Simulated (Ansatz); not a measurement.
## A series of single points on NbP

System: NbP (4 atoms in the cell).
Method: Kohn-Sham DFT of a periodic cell, PBE, all-electron LAPW, scalar-relativistic, no spin polarisation (Ansatz 0.2.0).

The 7 runs differ only in the geometry, by an even scaling of the cell at fixed fractional positions. The structure derives from a Materials Project entry.

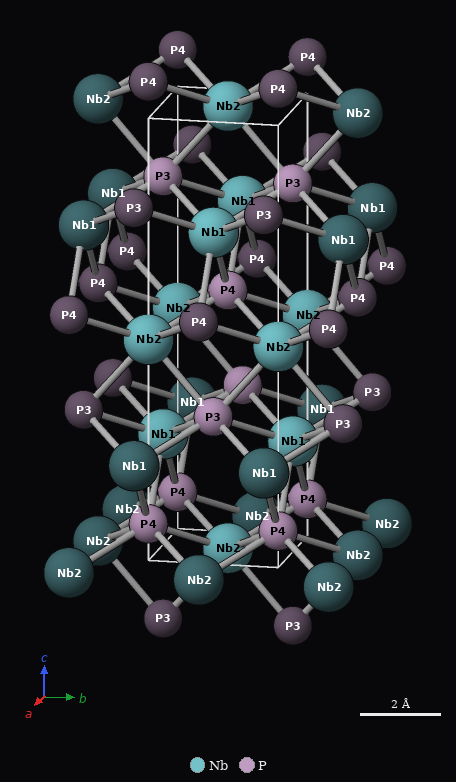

Figure 1. The structure of run 4 (ball-and-stick view of the cell 2 times as large as that of the calculation, set on its symmetry axes, seen slightly off an axis; neighbours outside the cell are drawn fainter; atoms are numbered from 1 in the order of the input).

## Input of run 4
```yaml
crystal:
  lattice:
    - [-1.6749232544, 1.6749232544, 5.7401081759]
    - [1.6749232544, -1.6749232544, 5.7401081759]
    - [1.6749232544, 1.6749232544, -5.7401081759]
  atoms:
    - { symbol: Nb, position: [0.2498808, 0.7498808, 0.5] }
    - { symbol: Nb, position: [0.4998808, 0.4998808, 0.0] }
    - { symbol: P, position: [0.83274777, 0.33274777, 0.5] }
    - { symbol: P, position: [0.08274777, 0.08274777, 0.0] }
kpoints:
  mp_grid: { grid: [11, 11, 11] }
scf:
  occupations: { method: fermi_dirac, width: 0.05 }
hamiltonian:
  xc: pbe
  pseudopotentials: { kind: all_electron, lapw: { basis_error: 0.001 } }
output:
  forces: true
  stress: true
  eigenvalues: true
```

Command:
```bash
ansatz run input.yaml --threads 2 --pin off --max-ram 6144MiB --backend cpu --events-out ev --progress --plain --runs-dir out
```

Run 5 differs from it as follows:
```diff
-    - [-1.6749232544, 1.6749232544, 5.7401081759]
-    - [1.6749232544, -1.6749232544, 5.7401081759]
-    - [1.6749232544, 1.6749232544, -5.7401081759]
+    - [-1.6860157846, 1.6860157846, 5.7781232452]
+    - [1.6860157846, -1.6860157846, 5.7781232452]
+    - [1.6860157846, 1.6860157846, -5.7781232452]
```

## Results, with one run withheld

```csv
run,volume per atom (Å³),"free energy per atom, from the lowest run given (meV)",pressure (GPa)
1,15.137,30.84,12.01
2,15.459,11.66,7.17
3,15.781,1.69,2.83
4,16.103,0.00,−1.07
5,16.425,?,?
6,16.747,18.21,−7.74
7,17.069,36.67,−10.57
```

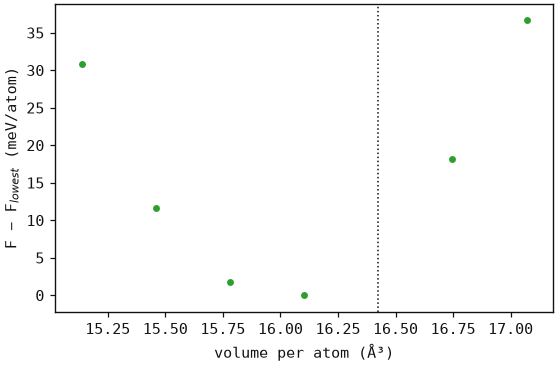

Figure 2. Free energy per atom of the runs given; the dotted line marks run 5.

What should run 5 give?

A cubic polynomial in V^(−2/3) (the Birch–Murnaghan form), fitted to the 6 runs given, misses them by under 0.01 meV per atom. With x = V^(−2/3) − 0.15732 Å⁻², it reads F = −0.3002 − 173.16 x + 8.6013e+05 x² + 8.1953e+05 x³ (meV per atom). At run 5 it gives 5.76 meV per atom, and the run itself gives 5.76. The slope of the fit gives a pressure −dF/dV of −4.59 GPa there, and the run prints −4.58 GPa. The fit has its minimum at 16.011 Å³ per atom, where V d²F/dV² gives 190 GPa. Cell shape and fractional positions are held, so this is the stiffness under even scaling; the relaxed bulk modulus wasn't computed.

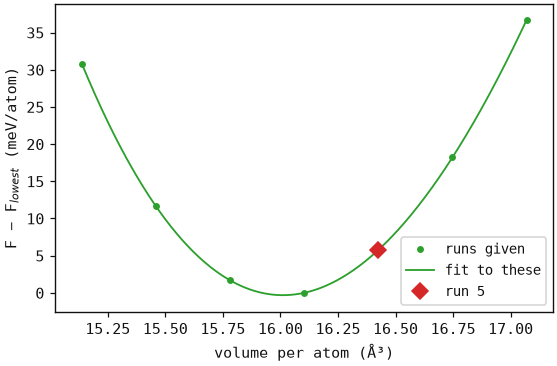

Figure 3. The fit and the withheld run.

## Output, shortened to warnings, some set-up lines, iterations and results (run 5)
```
Basis set: ecut = 222.72830347178842 eV, 487 PW (Γ), FFT grids on a1+a3, a2+a3, a3, exchange–correlation at level 2
Symmetry: 8 space group operations
k-points: 126 of 1331 (time reversal used)
Initial density: superposition of atomic densities (chi_scale 0.1, normalization cell, long waves kept (reshape's long-wave potential 0.00 eV rms))
[...]
SCF iter   1: F=—  HF=-226515.899985 eV  |F-HF|=—  |Δ(HF+E_count)|=         —  Δρ=6.52e-2  dr2=4.31e0  ethr=5.12e-3  ⟨swp⟩=2.0  Hψ=40598  notcnv=0
SCF iter   2: F=—  HF=-226513.535837 eV  |F-HF|=—  |Δ(HF+E_count)|=    2.36e0  Δρ=1.71e-2  dr2=1.73e-1  ethr=2.06e-4  ⟨swp⟩=2.0  Hψ=31791  notcnv=0
SCF iter   3: F=—  HF=-226513.517841 eV  |F-HF|=—  |Δ(HF+E_count)|=         —  Δρ=1.51e-2  dr2=1.92e-1  ethr=2.06e-4  ⟨swp⟩=2.0  Hψ=19301  notcnv=0
SCF iter   4: F=—  HF=-226513.511045 eV  |F-HF|=—  |Δ(HF+E_count)|=   6.80e-3  Δρ=5.21e-3  dr2=2.18e-2  ethr=2.06e-4  ⟨swp⟩=2.0  Hψ=17048  notcnv=0
SCF iter   5: F=—  HF=-226513.507915 eV  |F-HF|=—  |Δ(HF+E_count)|=   3.13e-3  Δρ=1.51e-3  dr2=2.43e-3  ethr=2.60e-5  ⟨swp⟩=2.0  Hψ=18692  notcnv=0
SCF iter   6: F=—  HF=-226513.507931 eV  |F-HF|=—  |Δ(HF+E_count)|=   1.58e-5  Δρ=4.90e-4  dr2=2.54e-4  ethr=2.89e-6  ⟨swp⟩=2.0  Hψ=18689  notcnv=0
SCF iter   7: F=—  HF=-226513.507896 eV  |F-HF|=—  |Δ(HF+E_count)|=   3.55e-5  Δρ=1.25e-4  dr2=1.47e-5  ethr=3.02e-7  ⟨swp⟩=2.0  Hψ=18689  notcnv=0
SCF iter   8: F=—  HF=-226513.507892 eV  |F-HF|=—  |Δ(HF+E_count)|=   3.34e-6  Δρ=4.98e-5  dr2=2.39e-6  ethr=1.75e-8  ⟨swp⟩=2.0  Hψ=18689  notcnv=0
SCF iter   9: F=—  HF=-226513.507892 eV  |F-HF|=—  |Δ(HF+E_count)|=   5.14e-7  Δρ=1.87e-5  dr2=3.84e-7  ethr=2.84e-9  ⟨swp⟩=2.0  Hψ=18694  notcnv=0
SCF iter  10: F=-226513.507892 eV  HF=-226513.507892 eV  |F-HF|=2.69e-8  |Δ(HF+E_count)|=   1.00e-7  Δρ=5.23e-6  dr2=2.93e-8  ethr=4.57e-10  ⟨swp⟩=2.0  Hψ=18689  notcnv=0
SCF 1 converged in 10 iterations: F = -226513.507892 eV  dr2 = 2.93e-8
SCF converged after 10 iterations
Free energy (F): -226513.507892 eV
Harris-Foulkes:  -226513.507892 eV  (|F-HF|=2.69e-8)
Internal energy: -226513.502227 eV  (E = F + TS)
E sigma→0 (E₀):  -226513.505059 eV
Entropy (-TS):   -0.005664 eV (-1.416 meV/atom)
Fermi energy:    16.285165 eV
--- Per-component energies (eV) ---
  E_band       = -9389.932708
  E_kinetic    = 233762.861712
  E_xc         = -7745.112831
  E_electrostatic = -452531.251109  (all electrons and nuclei)
  E_smearing   = -0.005664  (= −TS)
  E_closure    = 0.000000  (closes the sum)
  E_atoms      = -226478.344774  (free atoms, spherical and without spin; not in F)
  Σ components = -226513.507892   (vs F -226513.507892, Δ=0.00e0)
  Basis errors (estimates in eV, not in F): energy 3.7e-4 per atom: plane waves 3.2e-4 (1.8e-4 summed), levels above the bands 6.2e-56, relativity 3.4e-8, radial functions 4.5e-5, core shells 1.4e-7; eigenvalues (radial functions only) 1.5e-6; not estimated: angular momenta, meshes, grids; target …
--- Forces (eV/Å), atoms counted from 1 ---
  atom   1  Nb    -0.00000000     0.00000000     0.00940580
  atom   2  Nb    -0.00000000     0.00000000     0.00940580
  atom   3  P     -0.00000000     0.00000000    -0.00940497
  atom   4  P      0.00000000     0.00000000    -0.00940497
  max |Σ_I F_I| component: 1.66e-6 eV/Å
--- Stress (GPa, compression-positive) ---
       -4.640180       0.000000      -0.000000
        0.000000      -4.640180       0.000000
       -0.000000       0.000000      -4.473587
  P = ⅓ Tr σ = -4.5846 GPa (-45.846 kbar)
```
